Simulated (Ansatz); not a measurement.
Read the following structure.

```
CELL_PARAMETERS angstrom
3.17386 0.00000 0.00000
0.00000 3.17386 0.00000
0.00000 0.00000 4.39874
ATOMIC_POSITIONS crystal
Mg 0.00000 0.00000 0.00000
Mg 0.50000 0.50000 0.50000
```

What crystal do these data define?

The element is magnesium. The symmetry is that of I4/mmm (No. 139), on a body-centred tetragonal lattice. The cell holds two atoms. The coordination shell of Mg holds twelve Mg in a cuboctahedral arrangement at 3.14 to 3.17 Å. The bonds build a three-dimensional framework.

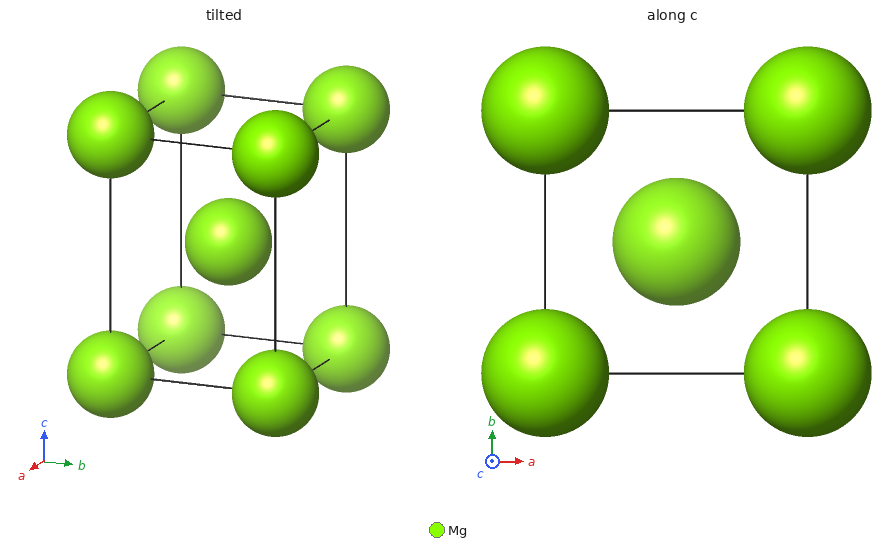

The image is a spheres-only drawing of a crystal, viewed slightly off an axis and along the c axis. The outline marks the conventional unit cell. Colours: magnesium green.

It derives from a structure listed in the Materials Project. The cell was then strained or its atoms displaced on purpose. It was the input of a calculation with Ansatz.
